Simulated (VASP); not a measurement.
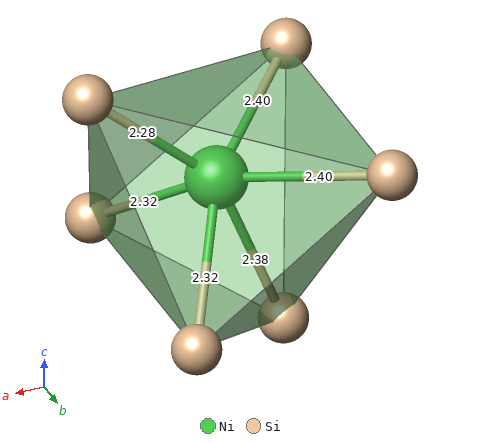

Coordination of Ni in SiNi (Pnma); bond lengths in Å. Shape measures S are computed against regular polyhedra or, for capped shapes, the nearer of the equal-edge and equal-bond forms. Origin: an entry of the Crystallography Open Database, as set up for an electronic-structure calculation.

Question: Name the coordination polyhedron and say how regular it is.

Answer: NiSi6: a clearly distorted octahedron (coordination number 6, S = 2.62; next best trigonal prism, S = 12.6).

Question: Does the central atom sit at the centroid of its ligands?

Answer: No, it is displaced by 0.36 Å; the site symmetry is m.
